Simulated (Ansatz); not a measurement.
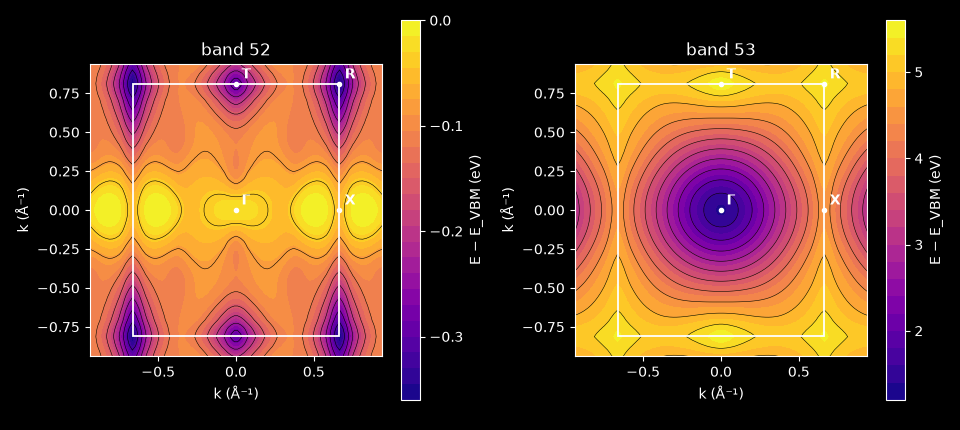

Two bands of SnO$_{2}$ (Pbcn) over the plane through Γ, X and T: the highest mostly filled and the lowest mostly empty one.

Computed with DFT PBE, scalar-relativistic, plane waves, PAW; levels and slopes on a dense k mesh at the converged density in Ansatz. No spin polarisation. k mesh for the levels: 18×16×16. Unrelaxed database geometry (residual pressure 7 GPa). The cell comes from a database of computed structures, not from a measurement.

Give both levels and their distance at the named points.

Answer.
```tsv
point	lower band (eV)	upper band (eV)	distance (eV)
Γ	−0.02	1.36	1.38
X	−0.05	4.54	4.60
T	−0.31	5.54	5.85
R	−0.36	5.43	5.79
```

Where are the band edges of the whole zone?

Answer. The valence band has two equivalent maxima on the Γ–X line, nearly flat in one direction, with masses 1.36 and 1.88 mₑ across; the conduction band has one minimum at Γ, mass 0.18 mₑ in all directions. The gap is indirect, 1.36 eV at this level of theory, which underestimates gaps and can reorder valleys that lie close. It is nearly direct: the smallest vertical gap, at Γ, is only 1.38 eV, so the kind of gap isn't settled at this level. Another valley lies within 0.05 eV of an edge, so the kind of gap can change with the cell or the functional.

Spin-orbit coupling, left out here, can change the gap, its kind, the place of the band edges and the masses, since the compound holds Sn.
